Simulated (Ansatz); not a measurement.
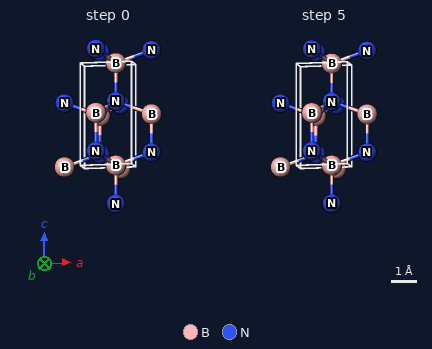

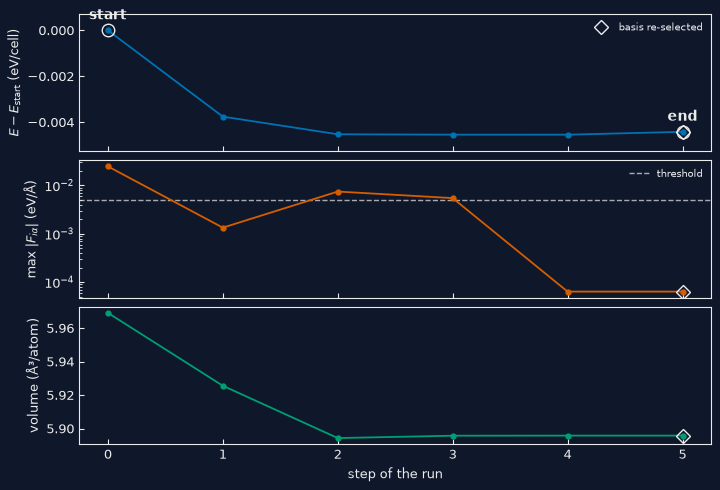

First and last geometry of a relaxation of crystalline BN (set up in P6_3mc), with the history of the run. Style: ball-and-stick. Shown: the cell of the calculation, from a free direction.

Method: Ansatz 0.2.0, DFT r2SCAN, scalar-relativistic, plane waves, PAW.

Input
```yaml
crystal:
  lattice:
    - [2.5539396017, 0.0, 0.0]
    - [-1.2769698009, 2.2117765748, 0.0]
    - [0.0, 0.0, 4.226855]
  atoms:
    - { symbol: B, position: [0.66666667, 0.33333333, 0.999724] }
    - { symbol: B, position: [0.33333333, 0.66666667, 0.499724] }
    - { symbol: "N", position: [0.66666667, 0.33333333, 0.625276] }
    - { symbol: "N", position: [0.33333333, 0.66666667, 0.125276] }
basis:
  ecutwfc: 500
kpoints:
  mp_grid: { grid: [12, 12, 6] }
hamiltonian:
  xc: r2scan
scf:
  occupations: { method: gaussian, width: 0.02 }
output:
  forces: true
  stress: true
  eigenvalues: true
  write_density: true
  write_potential: true
  elf: true
  volumetric_format: npy
relax:
  adjacent_minimum: "off"
  f_tol: 0.005
  max_steps: 80
  cell: { stress_tol: 0.05 }
```

Launched with:
```bash
ansatz run input.yaml --threads 2 --pin off --max-ram 5120MiB --backend cpu --events-out ev --progress --plain --runs-dir out
```

### What do the curves and the structures tell?

It converged. The atoms keep their places relative to the cell (all moves are under 0.005 Å). Cell: a = b 2.554 → 2.544 Å (−0.4 %), c 4.227 → 4.208 Å (−0.5 %). Volume −1.2 %. Among the contacts that change: B1–N3 1.583 → 1.576 Å, B1–N4 1.567 → 1.561 Å. The space group stays P6_3mc (No. 186). After 4 accepted moves (5 points after the start) the energy has fallen by 4.4 meV per cell of the calculation. Largest force component: 0.025 eV/Å at the start, under 0.0001 eV/Å at the end. Pressure: −4.74 GPa at the start and 0.00 GPa at the end. The SCF was repeated once at an unchanged geometry on a basis and grid sized afresh for the cell, which shifted the energy by 0.1 meV per cell of the calculation at most. The run took 9.7 s on 2 threads of Intel(R) Xeon(R) 6975P-C (Granite Rapids), with other jobs on the host, peak memory 0.45 GiB.
